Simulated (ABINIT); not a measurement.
**Run report: P, phonon bands calculation (part 3 of 4)**

The same run, continued: P (R-3m, 2 atoms in the cell); Kohn-Sham DFT of a periodic cell, LDA, HGH LDA, no spin polarisation (ABINIT 10.8.3); cutoff 489.81 eV, 6×6×6 k-mesh, fermi-dirac of 0.05 eV. The structure derives from a Materials Project entry.

Geometry of the input (Å; fractional positions):
```
1.7257  0.9963  3.1297
-1.7257  0.9963  3.1297
0.0000  -1.9927  3.1297
P  0.7729  0.7729  0.7729
P  0.2271  0.2271  0.2271
```

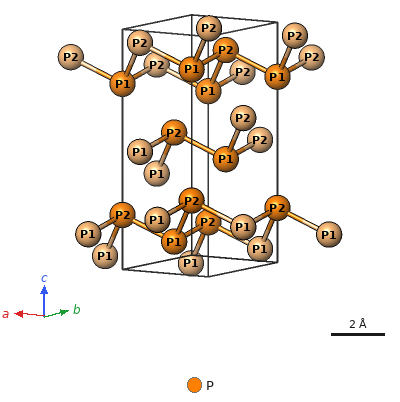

Figure 1. The input geometry (ball-and-stick view of the cell 3 times as large as that of the calculation, set on its symmetry axes, seen at an oblique angle; neighbours outside the cell are drawn fainter; atoms are numbered from 1 in the order of the input). An atom can appear more than once, as a periodic image.

## The program's output, continued
```
   2    2   1    1        -0.0198715643         0.0000000000
   2    2   2    1         0.0166748578        -0.0000000000
   2    2   3    1         0.0146409579        -0.0000000116
   2    2   1    2         0.0129312515        -0.0000000238
   2    2   2    2         0.0743783233        -0.0000000137
   2    2   3    2        -0.0001501766        -0.0000000883

   3    2   1    1         0.0253588830         0.0000000200
   3    2   2    1         0.0146409579         0.0000000116
   3    2   3    1         0.0166689823        -0.0000000000
   3    2   1    2        -0.0002601369         0.0000001682
   3    2   2    2        -0.0001501901         0.0000000971
   3    2   3    2         0.0642377146         0.0000000111

  Phonon wavevector (reduced coordinates) :  0.50000  0.00000  0.00000
 Phonon energies in Hartree :
   8.025997E-04  8.285934E-04  9.501496E-04  1.297545E-03  1.389213E-03
   1.492179E-03
 Phonon frequencies in cm-1    :
   1.761503E+02  1.818552E+02  2.085337E+02  2.847781E+02  3.048970E+02
   3.274955E+02

================================================================================
== DATASET  4 ==================================================================

--- !DatasetInfo
iteration_state: {dtset: 4, }
dimensions: {natom: 2, nkpt: 216, mband: 13, nsppol: 1, nspinor: 1, nspden: 1, mpw: 810, }
cutoff_energies: {ecut:  18.0, pawecutdg:  -1.0, }
electrons: {nelect:   1.00000000E+01, charge:   0.00000000E+00, occopt:   3.00000000E+00, tsmear:   1.83747000E-03, }
meta: {optdriver: 1, rfphon: 1, }
...

 mkfilename : getwfk/=0, take file _WFK from output of DATASET   1.

 Exchange-correlation functional for the present dataset will be:
  LDA: Perdew-Wang 92 LSD fit to Ceperley-Alder data - ixc=7
  J.P.Perdew and Y.Wang, PRB 45, 13244 (1992)

 Real(R)+Recip(G) space primitive vectors, cartesian coordinates (Bohr,Bohr^-1):
 R(1)=  3.2611480  1.8828246  5.9142381  G(1)=  0.1533202  0.0885195  0.0563612
 R(2)= -3.2611480  1.8828246  5.9142381  G(2)= -0.1533202  0.0885195  0.0563612
 R(3)=  0.0000000 -3.7656493  5.9142381  G(3)=  0.0000000 -0.1770390  0.0563612
 Unit cell volume ucvol=  2.1788655E+02 bohr^3
 Angles (23,13,12)=  5.54369395E+01  5.54369395E+01  5.54369395E+01 degrees
 setup1 : take into account q-point for computing boxcut.

 getcut: wavevector=  0.5000  0.5000  0.0000  ngfft=  30  30  30
         ecut(hartree)=     18.000   => boxcut(ratio)=   2.16719
--------------------------------------------------------------------------------

 ==>  initialize data related to q vector <==

 The list of irreducible perturbations for this q vector is:
    1)    idir= 1    ipert=   1
    2)    idir= 3    ipert=   1

================================================================================

 The perturbation idir=   2  ipert=   1 is
 symmetric of a previously calculated perturbation.
 So, its SCF calculation is not needed.

 The perturbation idir=   1  ipert=   2 is
 symmetric of a previously calculated perturbation.
 So, its SCF calculation is not needed.

 The perturbation idir=   2  ipert=   2 is
 symmetric of a previously calculated perturbation.
 So, its SCF calculation is not needed.

 The perturbation idir=   3  ipert=   2 is
 symmetric of a previously calculated perturbation.
 So, its SCF calculation is not needed.

--------------------------------------------------------------------------------
 Perturbation wavevector (in red.coord.)   0.500000  0.500000  0.000000
 Perturbation : displacement of atom   1   along direction   1
 The set of symmetries contains only one element for this perturbation.
 symkpt : not enough symmetry to change the number of k points.

--------------------------------------------------------------------------------

--------------------------------------------------------------------------------

 dfpt_looppert : total number of electrons, from k and k+q
  fully or partially occupied states are    1.000000E+01 and    1.000000E+01.
 Initialisation of the first-order wave-functions :
  ireadwf=   0

--- !BeginCycle
iteration_state: {dtset: 4, }
solver: {iscf: 7, nstep: 80, nline: 4, wfoptalg: 0, }
tolerances: {tolvrs: 1.00E-08, }
...

     iter   2DEtotal(Ha)        deltaE(Ha) residm    vres2
-ETOT  1   256.14856363826      7.720E+01 5.251E+01 1.042E+06
 ETOT  2   14.847319739355     -2.413E+02 8.168E-01 3.636E+04
 ETOT  3   3.1911530308810     -1.166E+01 6.330E-01 2.042E+03
 ETOT  4   2.7517512179569     -4.394E-01 8.506E-02 7.743E+01
 ETOT  5   2.7271564064120     -2.459E-02 1.874E-01 3.602E-01
 ETOT  6   2.7270118129109     -1.446E-04 1.840E-02 1.244E-02
 ETOT  7   2.7270076419927     -4.171E-06 4.339E-02 1.370E-04
 ETOT  8   2.7270076063746     -3.562E-08 6.170E-03 6.389E-06
 ETOT  9   2.7270076044538     -1.921E-09 1.012E-02 2.569E-07
 ETOT 10   2.7270076043982     -5.559E-11 2.079E-03 8.022E-09

 At SCF step   10       vres2   =  8.02E-09 < tolvrs=  1.00E-08 =>converged.
================================================================================

 ----iterations are completed or convergence reached----

 Mean square residual over all n,k,spin=   12.158E-07; max=  20.794E-04

 2DEtotal=    0.2727007604E+01 Ha. Also 2DEtotal=    0.742056572190E+02 eV
    (2DErelax=   -1.7621754799E+02 Ha. 2DEnonrelax=    1.7894455559E+02 Ha)
    (  non-var. 2DEtotal :    2.7270056130E+00 Ha)

--------------------------------------------------------------------------------
 Perturbation wavevector (in red.coord.)   0.500000  0.500000  0.000000
 Perturbation : displacement of atom   1   along direction   3
 Found     2 symmetries that leave the perturbation invariant.
 symkpt : the number of k-points, thanks to the symmetries,
 is reduced to   126 .

--------------------------------------------------------------------------------

--------------------------------------------------------------------------------

 dfpt_looppert : total number of electrons, from k and k+q
  fully or partially occupied states are    1.000000E+01 and    1.000000E+01.
 Initialisation of the first-order wave-functions :
  ireadwf=   0

--- !BeginCycle
iteration_state: {dtset: 4, }
solver: {iscf: 7, nstep: 80, nline: 4, wfoptalg: 0, }
tolerances: {tolvrs: 1.00E-08, }
...

     iter   2DEtotal(Ha)        deltaE(Ha) residm    vres2
-ETOT  1   90.225763260753     -7.646E+01 3.180E+00 2.318E+05
 ETOT  2   7.9120425588680     -8.231E+01 5.681E-01 9.954E+03
 ETOT  3   3.9326940750759     -3.979E+00 9.267E-01 3.472E+02
 ETOT  4   3.8140269429550     -1.187E-01 4.223E-02 2.314E+01
 ETOT  5   3.8061653548729     -7.862E-03 1.102E-01 2.947E-01
 ETOT  6   3.8060940520819     -7.130E-05 4.912E-03 7.813E-03
 ETOT  7   3.8060916217821     -2.430E-06 1.372E-02 2.494E-04
 ETOT  8   3.8060915645220     -5.726E-08 6.360E-04 2.640E-06
 ETOT  9   3.8060915637229     -7.991E-10 1.879E-03 4.104E-08
 ETOT 10   3.8060915637133     -9.635E-12 8.777E-05 8.104E-10

 At SCF step   10       vres2   =  8.10E-10 < tolvrs=  1.00E-08 =>converged.
================================================================================

 ----iterations are completed or convergence reached----

 Mean square residual over all n,k,spin=   63.464E-09; max=  87.770E-06

 2DEtotal=    0.3806091564E+01 Ha. Also 2DEtotal=    0.103569027628E+03 eV
    (2DErelax=   -1.6288356543E+02 Ha. 2DEnonrelax=    1.6668965699E+02 Ha)
    (  non-var. 2DEtotal :    3.8060908517E+00 Ha)

================================================================================

 ---- first-order wavefunction calculations are completed ----

 ==> Compute Derivative Database <==

  Dynamical matrix, in cartesian coordinates,
   if specified in the inputs, asr has been imposed
     j1       j2             matrix element
  dir pert dir pert     real part    imaginary part

   1    1   1    1         0.0618783390         0.0000000000
   1    1   1    2         0.0307510296         0.0000000001

   2    1   2    1         0.0914749084         0.0000000073
   2    1   3    1        -0.0114397224         0.0000000564
   2    1   2    2         0.0093883653         0.0000000000
   2    1   3    2        -0.0239157892         0.0000000540

   3    1   2    1        -0.0114398076        -0.0000000541
   3    1   3    1         0.0571617947        -0.0000000015
   3    1   2    2        -0.0239157892        -0.0000000539
   3    1   3    2         0.0356354017         0.0000000000

   1    2   1    1         0.0307510296         0.0000000001
   1    2   1    2         0.0618783390         0.0000000000

   2    2   2    1         0.0093883653         0.0000000000
   2    2   3    1        -0.0239157892         0.0000000540
   2    2   2    2         0.0914749084         0.0000000073
   2    2   3    2        -0.0114397224         0.0000000564

   3    2   2    1        -0.0239157892        -0.0000000539
   3    2   3    1         0.0356354017         0.0000000000
   3    2   2    2        -0.0114398076        -0.0000000541
   3    2   3    2         0.0571617947        -0.0000000015

  Phonon wavevector (reduced coordinates) :  0.50000  0.50000  0.00000
 Phonon energies in Hartree :
   5.809639E-04  7.424954E-04  1.041501E-03  1.223757E-03  1.280847E-03
   1.531411E-03
 Phonon frequencies in cm-1    :
   1.275068E+02  1.629589E+02  2.285831E+02  2.685837E+02  2.811135E+02
   3.361058E+02

================================================================================
== DATASET  5 ==================================================================

--- !DatasetInfo
iteration_state: {dtset: 5, }
dimensions: {natom: 2, nkpt: 216, mband: 13, nsppol: 1, nspinor: 1, nspden: 1, mpw: 810, }
cutoff_energies: {ecut:  18.0, pawecutdg:  -1.0, }
electrons: {nelect:   1.00000000E+01, charge:   0.00000000E+00, occopt:   3.00000000E+00, tsmear:   1.83747000E-03, }
meta: {optdriver: 1, rfphon: 1, }
...

 mkfilename : getwfk/=0, take file _WFK from output of DATASET   1.

 Exchange-correlation functional for the present dataset will be:
  LDA: Perdew-Wang 92 LSD fit to Ceperley-Alder data - ixc=7
  J.P.Perdew and Y.Wang, PRB 45, 13244 (1992)

 Real(R)+Recip(G) space primitive vectors, cartesian coordinates (Bohr,Bohr^-1):
 R(1)=  3.2611480  1.8828246  5.9142381  G(1)=  0.1533202  0.0885195  0.0563612
 R(2)= -3.2611480  1.8828246  5.9142381  G(2)= -0.1533202  0.0885195  0.0563612
 R(3)=  0.0000000 -3.7656493  5.9142381  G(3)=  0.0000000 -0.1770390  0.0563612
 Unit cell volume ucvol=  2.1788655E+02 bohr^3
 Angles (23,13,12)=  5.54369395E+01  5.54369395E+01  5.54369395E+01 degrees
 setup1 : take into account q-point for computing boxcut.

 getcut: wavevector=  0.5000  0.5000  0.5000  ngfft=  30  30  30
         ecut(hartree)=     18.000   => boxcut(ratio)=   2.16654
--------------------------------------------------------------------------------

 ==>  initialize data related to q vector <==

 The list of irreducible perturbations for this q vector is:
    1)    idir= 1    ipert=   1

================================================================================

 The perturbation idir=   2  ipert=   1 is
 symmetric of a previously calculated perturbation.
 So, its SCF calculation is not needed.

 The perturbation idir=   3  ipert=   1 is
 symmetric of a previously calculated perturbation.
 So, its SCF calculation is not needed.

 The perturbation idir=   1  ipert=   2 is
 symmetric of a previously calculated perturbation.
 So, its SCF calculation is not needed.

 The perturbation idir=   2  ipert=   2 is
 symmetric of a previously calculated perturbation.
 So, its SCF calculation is not needed.

 The perturbation idir=   3  ipert=   2 is
 symmetric of a previously calculated perturbation.
 So, its SCF calculation is not needed.

--------------------------------------------------------------------------------
 Perturbation wavevector (in red.coord.)   0.500000  0.500000  0.500000
 Perturbation : displacement of atom   1   along direction   1
 Found     2 symmetries that leave the perturbation invariant.
 symkpt : the number of k-points, thanks to the symmetries,
 is reduced to   126 .

--------------------------------------------------------------------------------

--------------------------------------------------------------------------------

 dfpt_looppert : total number of electrons, from k and k+q
  fully or partially occupied states are    1.000000E+01 and    1.000000E+01.
 Initialisation of the first-order wave-functions :
  ireadwf=   0

--- !BeginCycle
iteration_state: {dtset: 5, }
solver: {iscf: 7, nstep: 80, nline: 4, wfoptalg: 0, }
tolerances: {tolvrs: 1.00E-08, }
...

     iter   2DEtotal(Ha)        deltaE(Ha) residm    vres2
-ETOT  1   1213.5232908982      1.011E+03 1.251E+01 7.522E+06
 ETOT  2   208.07400921619     -1.005E+03 6.990E+00 1.018E+06
 ETOT  3   11.112425225985     -1.970E+02 6.068E-01 3.744E+04
 ETOT  4   4.3092565333007     -6.803E+00 1.733E-01 1.119E+03
 ETOT  5   4.1359088275193     -1.733E-01 7.180E-02 1.879E+01
 ETOT  6   4.1325919628345     -3.317E-03 3.505E-02 9.995E-02
 ETOT  7   4.1325685944760     -2.337E-05 1.173E-02 1.387E-03
 ETOT  8   4.1325681768753     -4.176E-07 6.449E-03 2.079E-05
 ETOT  9   4.1325681715148     -5.361E-09 2.233E-03 4.675E-07
 ETOT 10   4.1325681714285     -8.629E-11 1.324E-03 7.812E-09

 At SCF step   10       vres2   =  7.81E-09 < tolvrs=  1.00E-08 =>converged.
================================================================================

 ----iterations are completed or convergence reached----

 Mean square residual over all n,k,spin=   97.846E-08; max=  13.236E-04

 2DEtotal=    0.4132568171E+01 Ha. Also 2DEtotal=    0.112452908701E+03 eV
    (2DErelax=   -1.9836095402E+02 Ha. 2DEnonrelax=    2.0249352219E+02 Ha)
    (  non-var. 2DEtotal :    4.1325638862E+00 Ha)

================================================================================

 ---- first-order wavefunction calculations are completed ----

 ==> Compute Derivative Database <==

  Dynamical matrix, in cartesian coordinates,
   if specified in the inputs, asr has been imposed
     j1       j2             matrix element
  dir pert dir pert     real part    imaginary part

   1    1   1    1         0.0816480192         0.0000000000
   1    1   1    2        -0.0618939455        -0.0000003186

   2    1   2    1         0.0816480192         0.0000000000
   2    1   2    2        -0.0618939455        -0.0000003186

   3    1   3    1         0.0850468173         0.0000000000
   3    1   3    2        -0.1000790246        -0.0000000646

   1    2   1    1        -0.0618939455        -0.0000003186
   1    2   1    2         0.0816480192         0.0000000000

   2    2   2    1        -0.0618939455        -0.0000003186
   2    2   2    2         0.0816480192         0.0000000000

   3    2   3    1        -0.1000790246        -0.0000000646
   3    2   3    2         0.0850468173         0.0000000000

  Phonon wavevector (reduced coordinates) :  0.50000  0.50000  0.50000
 Phonon energies in Hartree :
  -5.159818E-04  5.914953E-04  5.914953E-04  1.594456E-03  1.594456E-03
   1.810742E-03
 Phonon frequencies in cm-1    :
  -1.132449E+02  1.298182E+02  1.298182E+02  3.499425E+02  3.499425E+02
   3.974119E+02

== END DATASET(S) ==============================================================
================================================================================

 -outvars: echo values of variables after computation  --------
            acell      1.0000000000E+00  1.0000000000E+00  1.0000000000E+00 Bohr
           etotal1    -1.3250945478E+01
           etotal2     3.7957365619E+00
           etotal3     3.3083033205E+00
           etotal4     3.8060915637E+00
           etotal5     4.1325681714E+00
            fcart1     1.6720279288E-19 -9.4462053115E-20  1.1711852223E-03
                      -1.6720279288E-19  9.4462053115E-20 -1.1711852223E-03
            fcart2     0.0000000000E+00  0.0000000000E+00  0.0000000000E+00
                       0.0000000000E+00  0.0000000000E+00  0.0000000000E+00
            fcart3     0.0000000000E+00  0.0000000000E+00  0.0000000000E+00
                       0.0000000000E+00  0.0000000000E+00  0.0000000000E+00
            fcart4     0.0000000000E+00  0.0000000000E+00  0.0000000000E+00
                       0.0000000000E+00  0.0000000000E+00  0.0000000000E+00
            fcart5     0.0000000000E+00  0.0000000000E+00  0.0000000000E+00
                       0.0000000000E+00  0.0000000000E+00  0.0000000000E+00
            rprim      3.2611479528E+00  1.8828246485E+00  5.9142380806E+00
                      -3.2611479528E+00  1.8828246485E+00  5.9142380806E+00
                       0.0000000000E+00 -3.7656492968E+00  5.9142380806E+00
           strten1     1.4496101403E-04  1.4496101405E-04  1.8870390464E-04
                       1.0350136304E-14  0.0000000000E+00  0.0000000000E+00
           strten2     0.0000000000E+00  0.0000000000E+00  0.0000000000E+00
                       0.0000000000E+00  0.0000000000E+00  0.0000000000E+00
           strten3     0.0000000000E+00  0.0000000000E+00  0.0000000000E+00
                       0.0000000000E+00  0.0000000000E+00  0.0000000000E+00
           strten4     0.0000000000E+00  0.0000000000E+00  0.0000000000E+00
                       0.0000000000E+00  0.0000000000E+00  0.0000000000E+00
           strten5     0.0000000000E+00  0.0000000000E+00  0.0000000000E+00
                       0.0000000000E+00  0.0000000000E+00  0.0000000000E+00
           xangst      3.9066280955E-17  8.1802566152E-11  7.2569744727E+00
                       2.4708268800E-18  2.4033185350E-11  2.1320655573E+00
             xred      7.7291975000E-01  7.7291975000E-01  7.7291975000E-01
                       2.2708025000E-01  2.2708025000E-01  2.2708025000E-01
 Calculation completed.
```

## File anaddb.abo
```
.Version 10.8.3 of ANADDB
================================================================================

 -outvars_anaddb: echo values of input variables ----------------------

 Flags :
     ifcflag         1
 Miscellaneous information :
         asr         1
      chneut         0
 Interatomic Force Constants Inputs :
      dipdip         0
     dipquad         0
    quadquad         0
      ifcana         0
      ifcout         0
 Description of grid 1 :
        brav         1
       ngqpt         2         2         2
      nqshft         1
      q1shft
                     0.00000000E+00  0.00000000E+00  0.00000000E+00
 Phonon DOS information :
   dosdeltae  2.00000000E-05
    dossmear  4.55633525E-06
 Description of grid 2 (Fourier interp. or BZ sampling):
      ng2qpt        20        20        20
      ngrids         4
      q2shft         0.00000000E+00  0.00000000E+00  0.00000000E+00

================================================================================

 read the DDB information and perform some checks

  ==== Info on the Cryst% object ====
 Real(R)+Recip(G) space primitive vectors, cartesian coordinates (Bohr,Bohr^-1):
 R(1)=  3.2611480  1.8828246  5.9142381  G(1)=  0.1533202  0.0885195  0.0563612
 R(2)= -3.2611480  1.8828246  5.9142381  G(2)= -0.1533202  0.0885195  0.0563612
 R(3)=  0.0000000 -3.7656493  5.9142381  G(3)=  0.0000000 -0.1770390  0.0563612
 Unit cell volume ucvol=  2.1788655E+02 bohr^3
 Angles (23,13,12)=  5.54369395E+01  5.54369395E+01  5.54369395E+01 degrees
 Time-reversal symmetry is present
 Reduced atomic positions [iatom, xred, symbol]:
    1)    0.7729198  0.7729198  0.7729198   P
    2)    0.2270803  0.2270803  0.2270803   P

 DDB file with 6 blocks has been read.

================================================================================

 Calculation of the interatomic forces

       Homogeneous q point set in the B.Z.
 Grid q points  :        8
  1)   0.00000000E+00  0.00000000E+00  0.00000000E+00
  2)   5.00000000E-01  0.00000000E+00  0.00000000E+00
  3)   0.00000000E+00  5.00000000E-01  0.00000000E+00
  4)   5.00000000E-01  5.00000000E-01  0.00000000E+00
  5)   0.00000000E+00  0.00000000E+00  5.00000000E-01
  6)   5.00000000E-01  0.00000000E+00  5.00000000E-01
  7)   0.00000000E+00  5.00000000E-01  5.00000000E-01
  8)   5.00000000E-01  5.00000000E-01  5.00000000E-01

 The interatomic forces have been obtained

================================================================================

 Calculation of phonon density of states

 Average speed of sound partial sums:     0.2094637442E-02 (at units)

 Debye frequency from partial sums:     0.1356799615E-02 (Ha)
-Debye temperature from partial sums:     0.4284434321E+03 (K)

 Average speed of sound:     0.1697151200E-03 (at units)

 Debye frequency from DOS:     0.1099328241E-03 (Ha)
-Debye temperature from DOS:     0.3471404026E+02 (K)

================================================================================

 Treat the first list of vectors

 [... frequencies along the path: see the file of bands ...]
================================================================================

 anaddb : the run completed successfully.
```
